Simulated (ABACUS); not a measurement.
# Dy: 7 runs along one coordinate

System: Dy (P6₃/mmc, 2 atoms in the cell).
Method: Kohn-Sham DFT of a periodic cell, PBE, PseudoDojo NC SR 0.4.1 PBE standard, lanthanides 3+ (f in core), spin-polarised (ABACUS 3.10.1).

The 7 runs differ only in the geometry, by an even scaling of the cell at fixed fractional positions. The structure derives from an entry of the Crystallography Open Database.

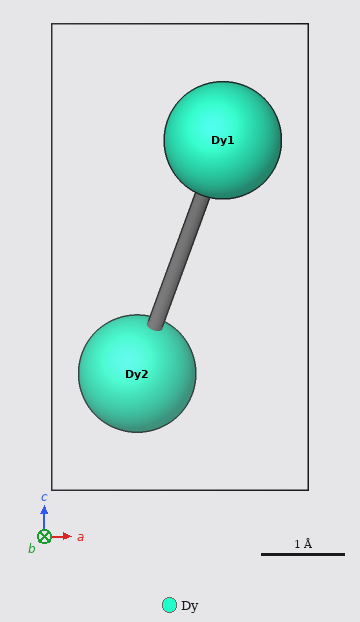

Figure 1. The structure of run 4 (ball-and-stick view of the cell of the calculation, along the b axis; atoms are numbered from 1 in the order of the input).

## Input of run 4
```
INPUT_PARAMETERS
suffix              Dy
calculation         scf
basis_type          pw
pseudo_dir          ./
symmetry            1
dft_functional      pbe
ecutwfc             47
pseudo_rcut         10
nspin               2
nbands              15
ks_solver           dav
smearing_method     fd
smearing_sigma      0.00367493
scf_thr             1e-08
scf_nmax            100
mixing_type         broyden
mixing_beta         0.4
cal_force           1
cal_stress          1
kpar                4
```

## File STRU of run 4
```
ATOMIC_SPECIES
Dy 162.5000 Dy.upf

LATTICE_CONSTANT
1.8897261246

LATTICE_VECTORS
3.5903000000 0.0000000000 0.0000000000
-1.7951500000 3.1092910072 0.0000000000
0.0000000000 0.0000000000 5.6475000000

ATOMIC_POSITIONS
Direct

Dy
0.0
2
0.6666666667 0.3333333333 0.7500000000 1 1 1 mag 0
0.3333333333 0.6666666667 0.2500000000 1 1 1 mag 0
```

## File KPT of run 4
```
K_POINTS
0
Gamma
9 9 5 0 0 0
```

Command:
```bash
OMP_NUM_THREADS=1 mpirun -np 4 abacus > log
```

Run 3 differs from it as follows:
```diff
-3.5903000000 0.0000000000 0.0000000000
--1.7951500000 3.1092910072 0.0000000000
-0.0000000000 0.0000000000 5.6475000000
+3.5662033008 0.0000000000 0.0000000000
+-1.7831016504 3.0884226535 0.0000000000
+0.0000000000 0.0000000000 5.6095961734
```

## Results, with one run withheld

| run | volume per atom (Å³) | free energy per atom, from the lowest run given (meV) | pressure (GPa) |
| --- | --- | --- | --- |
| 1 | 29.631 | 14.15 | 2.56 |
| 2 | 30.261 | 5.77 | 1.56 |
| 3 | 30.892 | ? | ? |
| 4 | 31.522 | 0.00 | −0.19 |
| 5 | 32.153 | 2.01 | −0.96 |
| 6 | 32.783 | 6.93 | −1.68 |
| 7 | 33.414 | 14.58 | −2.35 |

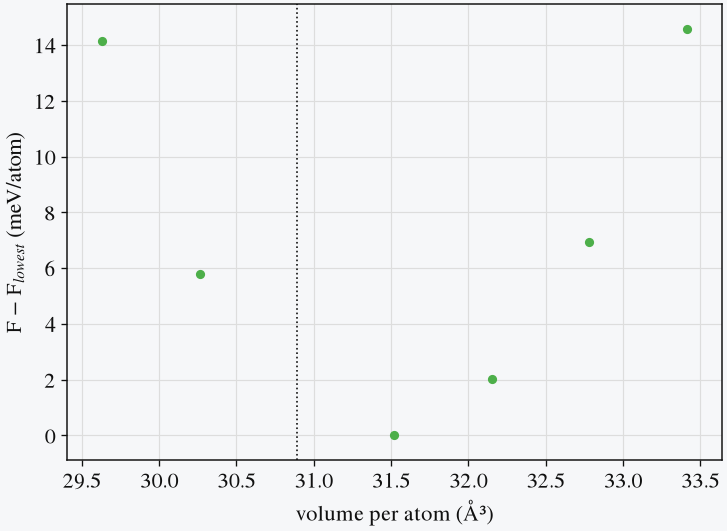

Figure 2. Free energy per atom of the runs given; the dotted line marks run 3.

Estimate the energy of run 3 from the others.

A cubic polynomial in V^(−2/3) (the Birch–Murnaghan form), fitted to the 6 runs given, misses them by at most 0.01 meV per atom. With x = V^(−2/3) − 0.10009 Å⁻², it reads F = 0.048441 − 570.28 x + 8.951e+05 x² − 3.719e+06 x³ (meV per atom). At run 3 it gives 1.15 meV per atom, and the run itself gives 1.17. The slope of the fit gives a pressure −dF/dV of 0.72 GPa there, and the run prints 0.65 GPa. The two needn't agree exactly: the fit is approximate, and the printed stress is taken on a finite basis. The fit has its minimum at 31.430 Å³ per atom, where V d²F/dV² gives 40.7 GPa. Cell shape and fractional positions are held, so this is the stiffness under even scaling; the relaxed bulk modulus wasn't computed.

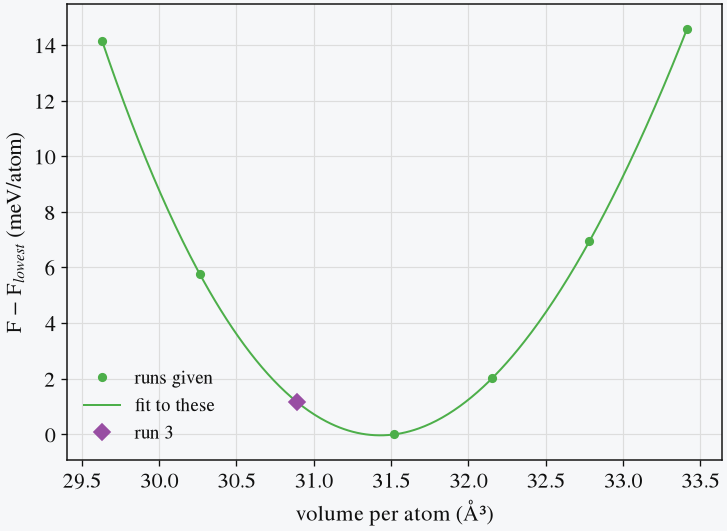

Figure 3. The fit and the withheld run.

## Some lines of the output (run 3)
```
[...]
 E_Fermi        0.7802178861         10.6154089321
 E_Fermi        0.7775901214         10.5796563597
 E_Fermi        0.7762339851         10.5612051782
 E_Fermi        0.7738085236         10.5282050821
 E_Fermi        0.7736765121         10.5264089733
 E_Fermi        0.7736827117         10.5264933226
 E_Fermi        0.7736721204         10.5263492207
 E_Fermi        0.7736766325         10.5264106114
 E_KS(sigma->0) -173.6318815551      -2362.3829436105
 E_Fermi        0.7736852745         10.5265281916
 final etot is -2362.3969787 eV
 EFERMI = 10.526528192 eV
 TOTAL-PRESSURE: 6.469223 KBAR
 !FINAL_ETOT_IS -2362.3969787204528075 eV
```

Notes: Points of doubt noted for this run: f electrons in core.
